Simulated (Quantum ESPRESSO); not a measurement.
**Single-point calculation of Pt**

- system: Pt (P-1, 2 atoms in the cell)
- method: Kohn-Sham DFT of a periodic cell, PBE, SSSP 1.3 efficiency PBE, no spin polarisation (Quantum ESPRESSO 7.5)

The structure derives from a Materials Project entry.

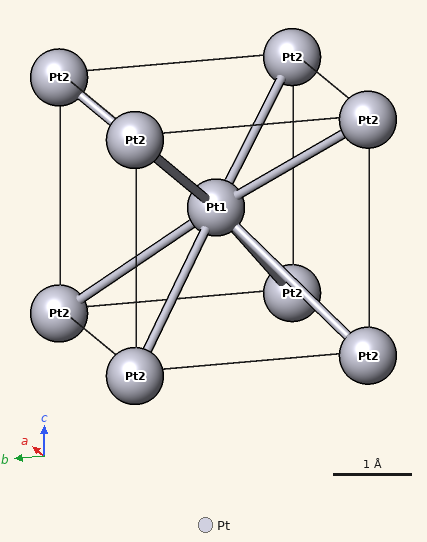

The structure as given in the input (ball-and-stick view of the cell of the calculation, seen at an oblique angle; atoms are numbered from 1 in the order of the input). An atom can appear more than once, as a periodic image. Near neighbours in the periodic cell (some may lie outside the picture): Pt has 8 Pt at 2.64 to 2.85 Å.

**Summary**

- outcome: converged
- space group (tolerance 0.01 Å): P-1 (2)
- electrons treated: 32
- free energy: −5733.0923 eV
- Fermi energy: 20.921 eV
- gap on the k-point mesh: none (metallic)
- pressure: −0.03 GPa
- largest force (length of the vector): 0.795 eV/Å
- hardware: 1 thread of Intel Xeon (Granite Rapids), 16 GiB of memory available, shared host
- wall time: 60 s
- peak memory: 0.29 GiB

**Notes**

Notes on the run: negative rho. Spin–orbit coupling is left out, which matters for Pt.

**Input file**
```
&CONTROL
  calculation = 'scf'
  prefix = 'pwscf'
  outdir = './tmp'
  pseudo_dir = './pseudo'
  tprnfor = .true.
  tstress = .true.
  disk_io = 'low'
/
&SYSTEM
  ibrav = 0
  nat = 2
  ntyp = 1
  ecutwfc = 55
  ecutrho = 440
  nbnd = 24
  occupations = 'smearing'
  smearing = 'fd'
  degauss = 0.00367493
/
&ELECTRONS
  conv_thr = 4d-10
  electron_maxstep = 120
  mixing_beta = 0.5
/
ATOMIC_SPECIES
Pt   195.0840 pt_pbe_v1.4.uspp.F.UPF
CELL_PARAMETERS angstrom
   0.0000000000   -3.1684400000    0.0000000000
  -3.1684400000    0.0000000000    0.0000000000
   0.0000000000    0.0000000000   -3.1684400000
ATOMIC_POSITIONS crystal
Pt     0.5054260700    0.4928058600    0.5171599100
Pt     0.9945739300    0.0071941400    0.9828400900
K_POINTS automatic
8 8 8 0 0 0
```

**File pp_density.in**
```
&INPUTPP
  prefix = 'pwscf'
  outdir = './tmp'
  filplot = 'density.dat'
  plot_num = 0
/
&PLOT
  nfile = 1
  filepp(1) = 'density.dat'
  iflag = 3
  output_format = 6
  fileout = 'density.cube'
/
```

**File pp_potential.in**
```
&INPUTPP
  prefix = 'pwscf'
  outdir = './tmp'
  filplot = 'potential.dat'
  plot_num = 11
/
&PLOT
  nfile = 1
  filepp(1) = 'potential.dat'
  iflag = 3
  output_format = 6
  fileout = 'potential.cube'
/
```

Run as:
```bash
OMP_NUM_THREADS=1 pw.x -in pw.in > pw.out
OMP_NUM_THREADS=1 pp.x -in pp_density.in > pp_density.out
OMP_NUM_THREADS=1 pp.x -in pp_potential.in > pp_potential.out
```

**The program's output**
```
This program is part of the open-source Quantum ESPRESSO suite
     for quantum simulation of materials; please cite
         "P. Giannozzi et al., J. Phys.:Condens. Matter 21 395502 (2009);
         "P. Giannozzi et al., J. Phys.:Condens. Matter 29 465901 (2017);
         "P. Giannozzi et al., J. Chem. Phys. 152 154105 (2020);
          URL
     in publications or presentations arising from this work. More details at

     Message from routine setup:
     using ibrav=0 with symmetry is DISCOURAGED, use correct ibrav instead

     G-vector sticks info
     --------------------
     sticks:   dense  smooth     PW     G-vecs:    dense   smooth      PW
     Sum        1245     621    193                33371    11753    2103

     Using Slab Decomposition

     bravais-lattice index     =            0
     lattice parameter (alat)  =       5.9875  a.u.
     unit-cell volume          =     214.6511 (a.u.)^3
     number of atoms/cell      =            2
     number of atomic types    =            1
     number of electrons       =        32.00
     number of Kohn-Sham states=           24
     kinetic-energy cutoff     =      55.0000  Ry
     charge density cutoff     =     440.0000  Ry
     scf convergence threshold =      4.0E-10
     mixing beta               =       0.5000
     number of iterations used =            8  plain     mixing
     Exchange-correlation=  SLA  PW   PBX  PBC
                           (   1   4   3   4   0   0   0)

     celldm(1)=   5.987484  celldm(2)=   0.000000  celldm(3)=   0.000000
     celldm(4)=   0.000000  celldm(5)=   0.000000  celldm(6)=   0.000000

     crystal axes: (cart. coord. in units of alat)
               a(1) = (   0.000000  -1.000000   0.000000 )
               a(2) = (  -1.000000   0.000000   0.000000 )
               a(3) = (   0.000000   0.000000  -1.000000 )

     reciprocal axes: (cart. coord. in units 2 pi/alat)
               b(1) = ( -0.000000 -1.000000 -0.000000 )
               b(2) = ( -1.000000 -0.000000 -0.000000 )
               b(3) = ( -0.000000 -0.000000 -1.000000 )

     PseudoPot. # 1 for Pt read from file:
     pt_pbe_v1.4.uspp.F.UPF
     Pseudo is Ultrasoft + core correction, Zval = 16.0
     Generated by new atomic code, or converted to UPF format
     Using radial grid of  985 points,  6 beta functions with:
                l(1) =   0
                l(2) =   0
                l(3) =   1
                l(4) =   1
                l(5) =   2
                l(6) =   2
     Q(r) pseudized with  8 coefficients,  rinner =    1.300   1.300   1.300
                                                       1.300   1.300

     atomic species   valence    mass     pseudopotential
     Pt               16.00   195.08400     Pt( 1.00)

      2 Sym. Ops., with inversion, found ( 1 have fractional translation)

   Cartesian axes

     site n.     atom                  positions (alat units)
         1        Pt     tau(   1) = (  -0.4928059  -0.5054261  -0.5171599  )
         2        Pt     tau(   2) = (  -0.0071941  -0.9945739  -0.9828401  )

     number of k points=   260  Fermi-Dirac smearing, width (Ry)=  0.0037

     Number of k-points >= 100: set verbosity='high' to print them.

     Dense  grid:    33371 G-vectors     FFT dimensions: (  40,  40,  40)

     Smooth grid:    11753 G-vectors     FFT dimensions: (  30,  30,  30)

     Initial potential from superposition of free atoms

     starting charge      31.0000, renormalised to      32.0000

     negative rho (up, down):  3.790E-01 0.000E+00
     Starting wfcs are   24 randomized atomic wfcs

     Self-consistent Calculation

     iteration #  1     ecut=    55.00 Ry     beta= 0.50
     Davidson diagonalization with overlap
     ethr =  1.00E-02,  avg # of iterations =  3.7

     negative rho (up, down):  3.524E-01 0.000E+00

     total energy              =    -421.03980451 Ry
     estimated scf accuracy    <       1.51811510 Ry

     iteration #  2     ecut=    55.00 Ry     beta= 0.50
     Davidson diagonalization with overlap
     ethr =  4.74E-03,  avg # of iterations =  2.0

     negative rho (up, down):  3.535E-01 0.000E+00

     total energy              =    -421.37138592 Ry
     estimated scf accuracy    <       0.01813259 Ry

     iteration #  3     ecut=    55.00 Ry     beta= 0.50
     Davidson diagonalization with overlap
     ethr =  5.67E-05,  avg # of iterations =  3.3

     negative rho (up, down):  3.521E-01 0.000E+00

     total energy              =    -421.37441691 Ry
     estimated scf accuracy    <       0.00138490 Ry

     iteration #  4     ecut=    55.00 Ry     beta= 0.50
     Davidson diagonalization with overlap
     ethr =  4.33E-06,  avg # of iterations =  3.6

     negative rho (up, down):  3.519E-01 0.000E+00

     total energy              =    -421.37450741 Ry
     estimated scf accuracy    <       0.00004160 Ry

     iteration #  5     ecut=    55.00 Ry     beta= 0.50
     Davidson diagonalization with overlap
     ethr =  1.30E-07,  avg # of iterations =  2.1

     negative rho (up, down):  3.520E-01 0.000E+00

     total energy              =    -421.37451342 Ry
     estimated scf accuracy    <       0.00000121 Ry

     iteration #  6     ecut=    55.00 Ry     beta= 0.50
     Davidson diagonalization with overlap
     ethr =  3.79E-09,  avg # of iterations =  3.3

     negative rho (up, down):  3.521E-01 0.000E+00

     total energy              =    -421.37451389 Ry
     estimated scf accuracy    <       0.00000041 Ry

     iteration #  7     ecut=    55.00 Ry     beta= 0.50
     Davidson diagonalization with overlap
     ethr =  1.27E-09,  avg # of iterations =  2.0

     negative rho (up, down):  3.521E-01 0.000E+00

     total energy              =    -421.37451401 Ry
     estimated scf accuracy    <          7.3E-09 Ry

     iteration #  8     ecut=    55.00 Ry     beta= 0.50
     Davidson diagonalization with overlap
     ethr =  2.28E-11,  avg # of iterations =  2.5

     negative rho (up, down):  3.521E-01 0.000E+00

     total energy              =    -421.37451401 Ry
     estimated scf accuracy    <          5.7E-10 Ry

     iteration #  9     ecut=    55.00 Ry     beta= 0.50
     Davidson diagonalization with overlap
     ethr =  1.78E-12,  avg # of iterations =  2.2

     negative rho (up, down):  3.521E-01 0.000E+00

     End of self-consistent calculation

     Number of k-points >= 100: set verbosity='high' to print the bands.

     the Fermi energy is    20.9205 ev

!    total energy              =    -421.37451401 Ry
     estimated scf accuracy    <          2.7E-12 Ry
     smearing contrib. (-TS)   =      -0.00140540 Ry
     internal energy E=F+TS    =    -421.37310861 Ry

     The total energy is F=E-TS. E is the sum of the following terms:
     one-electron contribution =     -48.55398054 Ry
     hartree contribution      =      51.90049234 Ry
     xc contribution           =    -113.79153163 Ry
     ewald contribution        =    -310.92808878 Ry

     convergence has been achieved in   9 iterations

     negative rho (up, down):  3.521E-01 0.000E+00

     Forces acting on atoms (cartesian axes, Ry/au):

     atom    1 type  1   force =    -0.01092890    0.00807134    0.02775868
     atom    2 type  1   force =     0.01092890   -0.00807134   -0.02775868

     Total force =     0.043707     Total SCF correction =     0.000001

     Computing stress (Cartesian axis) and pressure

     negative rho (up, down):  3.521E-01 0.000E+00
          total   stress  (Ry/bohr**3)                   (kbar)     P=       -0.28
   0.00002288  -0.00001984  -0.00006273            3.37       -2.92       -9.23
  -0.00001984   0.00002912   0.00004716           -2.92        4.28        6.94
  -0.00006273   0.00004716  -0.00005776           -9.23        6.94       -8.50

=------------------------------------------------------------------------------=
   JOB DONE.
=------------------------------------------------------------------------------=
```

**File pp_density.out**
```
This program is part of the open-source Quantum ESPRESSO suite
     for quantum simulation of materials; please cite
         "P. Giannozzi et al., J. Phys.:Condens. Matter 21 395502 (2009);
         "P. Giannozzi et al., J. Phys.:Condens. Matter 29 465901 (2017);
         "P. Giannozzi et al., J. Chem. Phys. 152 154105 (2020);
          URL
     in publications or presentations arising from this work. More details at

     ./tmp/pwscf.save/

     IMPORTANT: XC functional enforced from input :
     Exchange-correlation= PBE
                           (   1   4   3   4   0   0   0)
     Any further DFT definition will be discarded
     Please, verify this is what you really want

     G-vector sticks info
     --------------------
     sticks:   dense  smooth     PW     G-vecs:    dense   smooth      PW
     Sum        1245     621    193                33371    11753    2103

     Using Slab Decomposition

     negative rho (up, down):  3.521E-01 0.000E+00

     Calling punch_plot, plot_num =   0
     Writing data to file  density.dat
     Reading data from file  density.dat

     Writing data to be plotted to file density.cube
     Plot Type: 3D                     Output format: Gaussian cube

=------------------------------------------------------------------------------=
   JOB DONE.
=------------------------------------------------------------------------------=
```

**File pp_potential.out**
```
This program is part of the open-source Quantum ESPRESSO suite
     for quantum simulation of materials; please cite
         "P. Giannozzi et al., J. Phys.:Condens. Matter 21 395502 (2009);
         "P. Giannozzi et al., J. Phys.:Condens. Matter 29 465901 (2017);
         "P. Giannozzi et al., J. Chem. Phys. 152 154105 (2020);
          URL
     in publications or presentations arising from this work. More details at

     ./tmp/pwscf.save/

     IMPORTANT: XC functional enforced from input :
     Exchange-correlation= PBE
                           (   1   4   3   4   0   0   0)
     Any further DFT definition will be discarded
     Please, verify this is what you really want

     G-vector sticks info
     --------------------
     sticks:   dense  smooth     PW     G-vecs:    dense   smooth      PW
     Sum        1245     621    193                33371    11753    2103

     Using Slab Decomposition

     negative rho (up, down):  3.521E-01 0.000E+00

     Calling punch_plot, plot_num =  11
     Writing data to file  potential.dat
     Reading data from file  potential.dat

     Writing data to be plotted to file potential.cube
     Plot Type: 3D                     Output format: Gaussian cube

=------------------------------------------------------------------------------=
   JOB DONE.
=------------------------------------------------------------------------------=
```

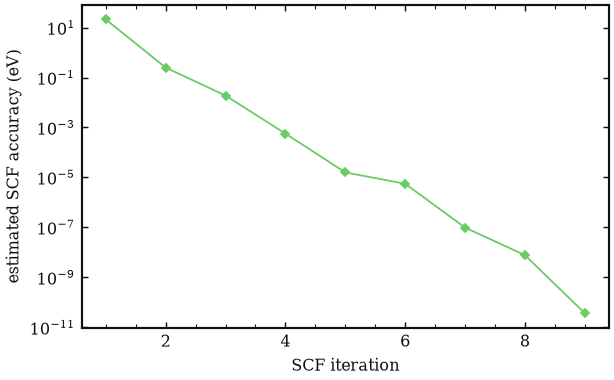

Convergence of the self-consistent field: estimated SCF accuracy against the iteration. The field takes 9 iterations in all.

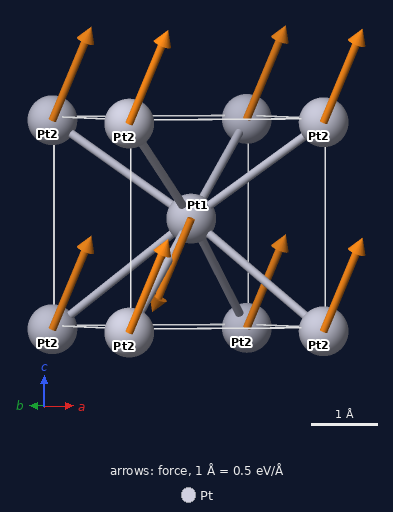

Forces on the atoms as orange arrows (ball-and-stick view of the cell of the calculation, seen at an oblique angle; atoms are numbered from 1 in the order of the input). The largest act on Pt1, Pt2 (0.79 eV/Å). The geometry is not a stationary point of this energy.
